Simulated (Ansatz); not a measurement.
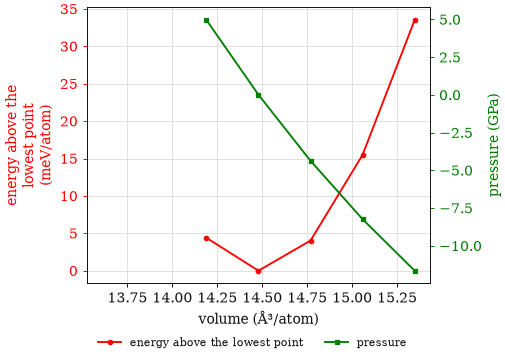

The picture above shows the energy above the lowest point and pressure against volume for Rh, space group Im-3m (No. 229) (one of a set of cubic test structures, which need not be the stable phase).

Calculation (Ansatz 0.2.0 development build): equation of state of a cubic crystal from periodic Kohn-Sham density functional theory without spin, third-order Birch-Murnaghan fit to the free energies; pressure corrected for the finite basis. Level: PBE.

structure type bcc; atoms in cell 1; space group number 229; lattice centring body-centred primitive; k mesh 50×50×50; occupation method Fermi–Dirac; occupation width 0.06123 eV; wave cutoff 420 eV; datasets soft-1 PAW; density tolerance 1e−07 eV; bands 13; density cutoff ratio 4; search for lower states default.

The points at volume 13.61 Å³/atom and 13.90 Å³/atom are left out of the plot. What values does the calculation give there?

```csv
volume (Å³/atom),energy above the lowest point (meV/atom),pressure (GPa)
13.61,43.0,16.9
13.90,18.3,10.6
```

Keep in mind: cubic model structure, not the ambient form; no spin polarisation, a magnetic state may lie lower.
